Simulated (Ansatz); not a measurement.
## SrTiO3: geometry relaxation

SrTiO3 (Pm-3m, 5 atoms in the cell), computed with DFT PBEsol, scalar-relativistic, plane waves, PAW, no spin polarisation (Ansatz 0.2.0).

The structure derives from an entry of the Crystallography Open Database.

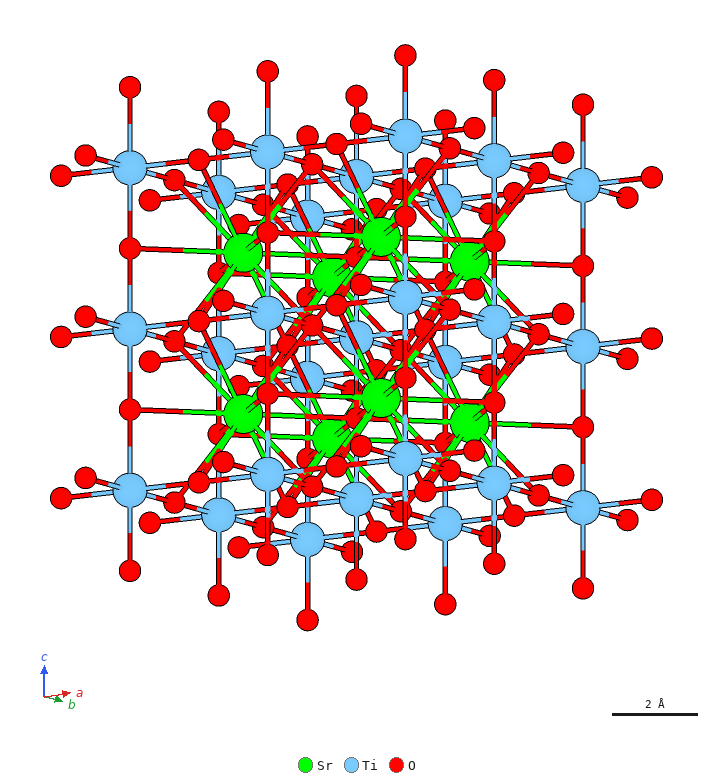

Figure 1. The starting structure (ball-and-stick view of the cell of the calculation, repeated 2 × 2 × 2, seen at an oblique angle; bonded neighbours outside the cell are drawn too).

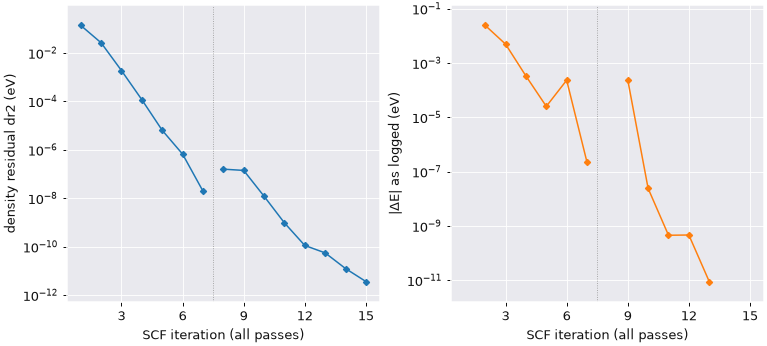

Figure 2. Convergence of the self-consistent field: density residual dr2 and size of the energy change against the SCF iteration. The dotted lines part the SCF passes of the relaxation: geometry steps, rejected trials and re-solves on a re-selected basis. The passes take 7 and 8 iterations.

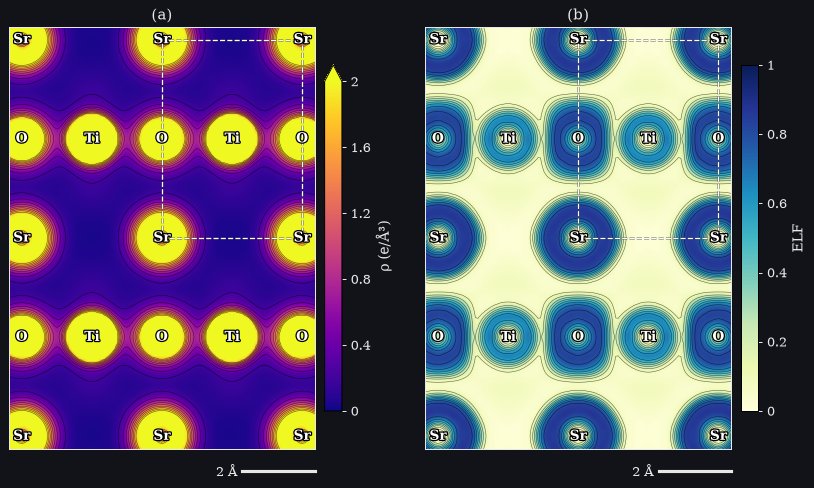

Figure 3. (a) valence electron density; (b) ELF on the (110) plane of the conventional cell. The section cuts through Sr, Ti and O sites. Ti–O (1.94 Å): ρ is about 0.74 e/Å³ halfway; the ELF is about 0.20 at the midpoint. Sr–O (2.74 Å): ρ at the midpoint is about 0.15 e/Å³; the ELF is about 0.05 at the midpoint (ionic bonding with no shared pair). Away from the nuclei the density in this plane falls to 0.04 e/Å³ at its lowest. The strong features right at Sr and Ti lie inside the PAW spheres (semicore, d or f shells) and say nothing about bonding. In a PAW calculation such maps are meaningful between the atoms, not at the nuclei.

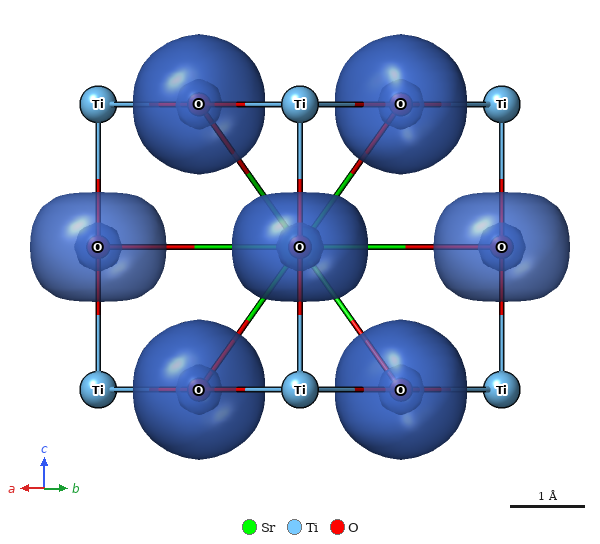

Figure 4. Isosurface of the electron localisation function at 0.65 (blue), seen along [110]. Only the valence region is drawn (cores and ρ < 0.01 e/Å³ removed). Sticks mark near contacts. The outline is the cell set on symmetry axes. Profiles from the grid: Ti–O (1.94 Å): the ELF is about 0.20 at the midpoint. Sr–O (2.74 Å): the ELF is about 0.05 at the midpoint (a largely ionic contact).

The input and output of the run follow.

Input file:
```yaml
crystal:
  lattice:
    - [3.8755096039, 0.0, 0.0]
    - [0.0, 3.8755096039, 0.0]
    - [0.0, 0.0, 3.8755096039]
  atoms:
    - { symbol: Sr, position: [0.5, 0.5, 0.5] }
    - { symbol: Ti, position: [0.0, 0.0, 0.0] }
    - { symbol: O, position: [0.5, 0.0, 0.0] }
    - { symbol: O, position: [0.0, 0.5, 0.0] }
    - { symbol: O, position: [0.0, 0.0, 0.5] }
basis:
  ecutwfc: 420
kpoints:
  mp_grid: { grid: [8, 8, 8] }
hamiltonian:
  xc: pbesol
scf:
  occupations: { method: fixed }
output:
  forces: true
  stress: true
  eigenvalues: true
  write_density: true
  write_potential: true
  elf: true
  volumetric_format: npy
relax:
  adjacent_minimum: "off"
  f_tol: 0.002
  max_steps: 60
  cell: { stress_tol: 0.02, p_target: 2.3 }
```

Launched with:
```bash
ansatz run input.yaml --threads 2 --pin off --max-ram 5120MiB --backend cpu --events-out ev --progress --plain --runs-dir out
```

Output:
```
Engine: ansatz 0.2.0, x86_64-unknown-linux-gnu
Pseudopotentials: kind: paw
Pseudopotential: Sr, paw, valence charge 10, recommended cutoff 420 eV (normal), Sr.paw.azcp
Pseudopotential: Ti, paw, valence charge 12, recommended cutoff 420 eV (normal), Ti.paw.azcp
Pseudopotential: O, paw, valence charge 6, recommended cutoff 420 eV (normal), O.paw.azcp
Functional definition: PBEsol
  exchange = pbesol_x
  correlation = pbesol_c
Crystal: 5 atoms, lattice volume = 58.209 Å³
Basis set: ecut = 420 eV, 1141 PW (Γ), exchange–correlation on 54×54×54 points (8 copies of the dense FFT grid, shifted against one another)
Bands: 25, of which v1, the nominal top of the filled ones, is band 20 counted from 1 (19 counted from 0)
Symmetry: 48 space group operations
Space group: Pm-3m (ITA 221), of the structure as read, at distance tolerance 3.9e-5 Å
k-points: 35 of 512
Non-local potential: Sr, projectors of the file, l = 0: 3, l = 1: 2, l = 2: 2
Non-local potential: Ti, projectors of the file, l = 0: 3, l = 1: 2, l = 2: 3, l = 3: 1
Non-local potential: O, projectors of the file, l = 0: 2, l = 1: 2, l = 2: 1
PAW form: soft (Blöchl's): semilocal exchange-correlation on the pseudo side does not see the compensation charge
PAW frozen core: Sr, regenerated for the run's functional, and the local potential with it (the file was generated under x = pbe(κ = 0.804, μ = 0.2195149727645171), c = pbe(β = 0.06672455060314922))
PAW frozen core: Ti, regenerated for the run's functional, and the local potential with it (the file was generated under x = pbe(κ = 0.804, μ = 0.2195149727645171), c = pbe(β = 0.06672455060314922))
PAW frozen core: O, regenerated for the run's functional, and the local potential with it (the file was generated under x = pbe(κ = 0.804, μ = 0.2195149727645171), c = pbe(β = 0.06672455060314922))
PAW one-centre angular grid: Sr, 110 points (default); XC on 64 Gauss nodes
PAW one-centre angular grid: Ti, 590 points (default); XC on 64 Gauss nodes
PAW one-centre angular grid: O, 110 points (default); XC on 64 Gauss nodes
Initial density: superposition of atomic densities (neutral atoms: chi_scale 0, normalization atom), corrected by the library's trained network
Initial wavefunctions: pseudopotential atomic-orbital guess
Functional: x = pbesol(κ = 0.804, μ = 0.12345679012345678), c = pbesol(β = 0.046)
SCF iter   1: F=—  HF=-7657.267451 eV  |F-HF|=—  |Δ(HF+E_count)|=         —  Δρ=1.69e-2  dr2=1.38e-1  ethr=1.77e-3  ⟨swp⟩=4.5  Hψ=3770  notcnv=0  defer=75
preconditioner: auto → Resta (q_TF=auto, 2.563 Å⁻¹)  ε∞=5.7  [insulator: Δε(μ)=1.675 eV  Ē_g=12.345 eV  n_scr=18 (ndim 8)  ℏωp=26.7 eV  f_vac=0.000  ε∞_Penn≈5.7]
SCF iter   2: F=—  HF=-7657.242997 eV  |F-HF|=—  |Δ(HF+E_count)|=   2.45e-2  Δρ=7.02e-3  dr2=2.64e-2  ethr=3.46e-4  ⟨swp⟩=2.0  Hψ=1557  notcnv=0  defer=83
SCF iter   3: F=—  HF=-7657.237993 eV  |F-HF|=—  |Δ(HF+E_count)|=   5.00e-3  Δρ=1.90e-3  dr2=1.88e-3  ethr=6.61e-5  ⟨swp⟩=2.0  Hψ=1243  notcnv=0  defer=84
SCF iter   4: F=—  HF=-7657.237657 eV  |F-HF|=—  |Δ(HF+E_count)|=   3.36e-4  Δρ=5.91e-4  dr2=1.18e-4  ethr=4.70e-6  ⟨swp⟩=2.1  Hψ=1466  notcnv=0  defer=95
SCF iter   5: F=—  HF=-7657.237683 eV  |F-HF|=—  |Δ(HF+E_count)|=   2.56e-5  Δρ=9.28e-5  dr2=6.42e-6  ethr=2.96e-7  ⟨swp⟩=2.0  Hψ=1404  notcnv=0  defer=57
SCF iter   6: F=—  HF=-7657.237917 eV  |F-HF|=—  |Δ(HF+E_count)|=   2.35e-4  Δρ=3.31e-5  dr2=6.69e-7  ethr=1.61e-8  ⟨swp⟩=2.1  Hψ=1489  notcnv=0  defer=40
SCF iter   7: F=-7657.237918 eV  HF=-7657.237918 eV  |F-HF|=3.75e-9  |Δ(HF+E_count)|=   2.22e-7  Δρ=7.65e-6  dr2=1.99e-8  ethr=2.50e-10  ⟨swp⟩=16.4  Hψ=7764  notcnv=0
SCF 1 converged in 7 iterations: F = -7657.237918 eV  dr2 = 1.99e-8
  greatest PAW one-centre occupation: 0.999 electrons in one spin orbital (limit 2), on the Ti atom at site 1 (counted from 0), in its partial waves of l = 0
relax step   1: F+E_penalty+E_count = -7657.23791751 eV  Δ(F+E_penalty+E_count) = +0.000e0 eV  max|allowed force component| = 1.115e-29 eV/Å  Δτ_max = 0.0000 Å  P = +2.300 GPa  Ω = 58.209 Å³  (7 SCF iters, dr2 threshold 1.00e-7 eV, accepted)
Initial density: handed on by an earlier stage of this run
Initial wavefunctions: pseudopotential atomic-orbital guess (no wavefunctions were taken with the density)
iter 1 solved again at ethr=3.26e-7 eV; its pass at ethr=3.10e-3 eV (dr2=1.30e-4 eV) is discarded
SCF iter   1: F=—  HF=-7657.237678 eV  |F-HF|=—  |Δ(HF+E_count)|=         —  Δρ=2.17e-5  dr2=1.60e-7  ethr=3.26e-7  ⟨swp⟩=3.9  Hψ=6164  notcnv=0  defer=97
preconditioner: auto → Resta (q_TF=auto, 2.563 Å⁻¹)  ε∞=5.6  [insulator: Δε(μ)=1.873 eV  Ē_g=12.421 eV  n_scr=18 (ndim 8)  ℏωp=26.7 eV  f_vac=0.000  ε∞_Penn≈5.6]
SCF iter   2: F=—  HF=-7657.237918 eV  |F-HF|=—  |Δ(HF+E_count)|=   2.40e-4  Δρ=1.61e-5  dr2=1.42e-7  ethr=3.99e-10  ⟨swp⟩=3.0  Hψ=1774  notcnv=0  defer=83
SCF iter   3: F=—  HF=-7657.237918 eV  |F-HF|=—  |Δ(HF+E_count)|=   2.43e-8  Δρ=4.93e-6  dr2=1.22e-8  ethr=3.56e-10  ⟨swp⟩=2.1  Hψ=1003  notcnv=0  defer=83
SCF iter   4: F=—  HF=-7657.237918 eV  |F-HF|=—  |Δ(HF+E_count)|=  4.59e-10  Δρ=1.38e-6  dr2=9.69e-10  ethr=3.05e-11  ⟨swp⟩=2.1  Hψ=1171  notcnv=0  defer=83
SCF iter   5: F=—  HF=-7657.237918 eV  |F-HF|=—  |Δ(HF+E_count)|=  4.69e-10  Δρ=5.60e-7  dr2=1.13e-10  ethr=2.42e-12  ⟨swp⟩=2.2  Hψ=1159  notcnv=0  defer=83
SCF iter   6: F=—  HF=-7657.237918 eV  |F-HF|=—  |Δ(HF+E_count)|=  9.09e-12  Δρ=4.11e-7  dr2=5.58e-11  ethr=1.00e-12  ⟨swp⟩=1.0  Hψ=840  notcnv=0  defer=83
SCF iter   7: F=—  HF=-7657.237918 eV  |F-HF|=—  |Δ(HF+E_count)|=    0.00e0  Δρ=1.82e-7  dr2=1.26e-11  ethr=1.00e-12  ⟨swp⟩=1.0  Hψ=840  notcnv=0  defer=83
SCF iter   8: F=-7657.237918 eV  HF=-7657.237918 eV  |F-HF|=3.64e-12  |Δ(HF+E_count)|=    0.00e0  Δρ=1.04e-7  dr2=3.67e-12  ethr=1.00e-12  ⟨swp⟩=12.0  Hψ=5037  notcnv=0
SCF 2 converged in 8 iterations: F = -7657.237918 eV  dr2 = 3.67e-12
relax step   2: F+E_penalty+E_count = -7657.23791752 eV  Δ(F+E_penalty+E_count) = -6.557e-9 eV  max|allowed force component| = 6.107e-30 eV/Å  Δτ_max = 0.0000 Å  P = +2.300 GPa  Ω = 58.209 Å³  stress off target by 2.33e-4 GPa  SCF on the basis re-selected at this cell (its energy is not comparable with the rows above)  (8 SCF iters)
basis re-selected at this cell: Δ(F+E_penalty+E_count) = -6.557e-9 eV, ΔP = -0.000 GPa vs the last step (what re-selecting the basis moved, of the pressure what is left beyond the Pulay correction that the steps carried, after the strain that the cell walked since its last selection, with what the two solves' SCF thresholds leave and, on support functions, any second-order correction that the steps lacked; it is no measure of the basis error at this ecutwfc). This SCF's stress stands 2.33e-4 GPa from its target on what of the cell is left free (relax.cell.stress_tol is 2.00e-2 GPa) and its largest allowed force component is 6.11e-30 eV/Å (relax.f_tol is 2.00e-3 eV/Å): within both
SCF converged after 8 iterations
Free energy (F): -7657.237918 eV
Harris-Foulkes:  -7657.237918 eV  (|F-HF|=3.64e-12)
Internal energy: -7657.237918 eV  (E = F + TS)
E sigma→0 (E₀):  -7657.237918 eV
Fermi energy:    10.175949 eV
--- Per-component energies (eV) ---
  E_band       = -195.147258
  E_kinetic    = 1047.682905
  E_local      = -2351.761173  (includes V_loc(G=0)·N_el)
  E_nonlocal   = 351.612668
  E_hartree    = 820.995711
  E_xc         = -491.443766
  E_vxc        = -569.585112  (∫ρ·V_xc dr)
  E_paw        = -4121.408055  (= ΣΔE_a)
  E_vpaw       = -315.095553  (= ΣTr[D̂ρ^β])
  E_aug_tail   = 0.007582  (compensation charges beyond the density's cutoff)
  E_ewald      = -2913.303386
  E_core_change = 0.379595  (= ΣΔE_core)
  E_smearing   = -0.000000  (= −TS)
  E_closure    = -0.000000  (closes the sum)
  Σ components = -7657.237918   (vs F -7657.237918, Δ=0.00e0)
--- Forces (eV/Å), atoms counted from 1 ---
  atom   1  Sr     0.00000000    -0.00000000    -0.00000000
  atom   2  Ti    -0.00000000    -0.00000000     0.00000000
  atom   3  O      0.00000000    -0.00000000     0.00000000
  atom   4  O      0.00000000    -0.00000000    -0.00000000
  atom   5  O      0.00000000     0.00000000    -0.00000000
  max |Σ_I F_I| component: 2.59e-29 eV/Å
--- Stress (GPa, compression-positive) ---
        2.299767       0.000000       0.000000
        0.000000       2.299767       0.000000
        0.000000       0.000000       2.299767
  P = ⅓ Tr σ = 2.2998 GPa (22.998 kbar)
--- Band table (eV; the first three rows and the last of 35) ---
  k-point 0: bands = ["-45.8562", "-22.3354", "-22.2534", "-22.2534", "-22.2534", "-7.2568", "-6.2341", "-6.2341", "-4.3680", "-4.3680", "-4.3680", "7.3179", "7.3179", "7.3179", "8.9476", "8.9476", "8.9476", "9.8431", "9.8431", "9.8431", "12.0493", "12.0493", "12.0493", "14.7172", "14.7172"]
  k-point 1: bands = ["-45.8560", "-22.3582", "-22.2528", "-22.2528", "-22.2383", "-7.2628", "-6.2348", "-6.2277", "-4.3602", "-4.3602", "-4.2568", "7.1056", "7.3027", "7.3027", "8.7338", "8.7338", "8.8005", "9.3503", "9.7403", "9.7403", "12.0751", "12.4235", "12.4235", "14.7251", "15.1899"]
  k-point 2: bands = ["-45.8555", "-22.4006", "-22.2515", "-22.2515", "-22.2144", "-7.3317", "-6.2121", "-6.1388", "-4.3411", "-4.3411", "-4.0221", "6.5731", "7.2711", "7.2711", "8.2835", "8.2835", "8.4663", "8.4792", "9.5907", "9.5907", "12.1391", "13.1772", "13.1772", "14.7348", "16.0446"]
  k-point 34: bands = ["-45.8517", "-22.3267", "-22.3267", "-22.3267", "-22.2643", "-5.8185", "-5.8185", "-5.8185", "-4.6728", "-4.6728", "-4.6728", "5.4511", "5.9084", "5.9084", "6.3461", "6.3461", "6.3461", "10.1759", "10.1759", "10.1759", "14.8193", "14.8193", "14.8193", "17.1618", "17.1618"]
--- Relaxed structure (1 steps of the walk, 1 accepted, 1 SCFs on fresh bases) ---
  F+E_penalty+E_count = -7657.23791752 eV   max|allowed force component| = 6.107e-30 eV/Å   (the final SCF, on the basis selected at the relaxed cell)
  cell:  # Å, volume = 58.2085 Å³
    - [3.8755096039, 0.0, 0.0]
    - [0.0, 3.8755096039, 0.0]
    - [0.0, 0.0, 3.8755096039]
  atoms:
    - { symbol: Sr, position: [0.5, 0.5, 0.5] }
    - { symbol: Ti, position: [0.0, 0.0, 0.0] }
    - { symbol: O, position: [0.5, 0.0, 0.0] }
    - { symbol: O, position: [0.0, 0.5, 0.0] }
    - { symbol: O, position: [0.0, 0.0, 0.5] }
```

Trajectory as extended XYZ (Å, eV, eV/Å), 2 frames, from step=1 to step=2:
```
5
Lattice="3.8755 0.0000 0.0000 0.0000 3.8755 0.0000 0.0000 0.0000 3.8755" Properties=species:S:1:pos:R:3:forces:R:3 step=1 energy=-7657.23792 pressure_GPa=2.30
Sr    1.9378    1.9378    1.9378    0.0000   0.0000   0.0000
Ti    0.0000    0.0000    0.0000    0.0000   0.0000   0.0000
O     1.9378    0.0000    0.0000    0.0000   0.0000   0.0000
O     0.0000    1.9378    0.0000    0.0000   0.0000   0.0000
O     0.0000    0.0000    1.9378    0.0000   0.0000   0.0000
5
Lattice="3.8755 0.0000 0.0000 0.0000 3.8755 0.0000 0.0000 0.0000 3.8755" Properties=species:S:1:pos:R:3:forces:R:3 step=2 energy=-7657.23792 pressure_GPa=2.30
Sr    1.9378    1.9378    1.9378    0.0000   0.0000   0.0000
Ti    0.0000    0.0000    0.0000    0.0000   0.0000   0.0000
O     1.9378    0.0000    0.0000    0.0000   0.0000   0.0000
O     0.0000    1.9378    0.0000    0.0000   0.0000   0.0000
O     0.0000    0.0000    1.9378    0.0000   0.0000   0.0000
```

Key numbers:

- outcome: converged
- space group (tolerance 0.01 Å): Pm-3m (221)
- electrons treated: 40
- free energy: −7657.2379 eV
- Fermi energy: 10.176 eV
- gap on the k-point mesh: 1.87 eV
- pressure: 2.30 GPa
- final volume: 58.21 Å³
- largest force (length of the vector) at the end: under 0.001 eV/Å
- final cell: a = 3.876 Å, b = 3.876 Å, c = 3.876 Å, α = 90.00°, β = 90.00°, γ = 90.00°
- hardware: 2 threads of AMD EPYC (Zen 3), 189 GiB of memory available, shared host
- wall time: 9.1 s (CPU time 17 s)
- peak memory: 0.41 GiB
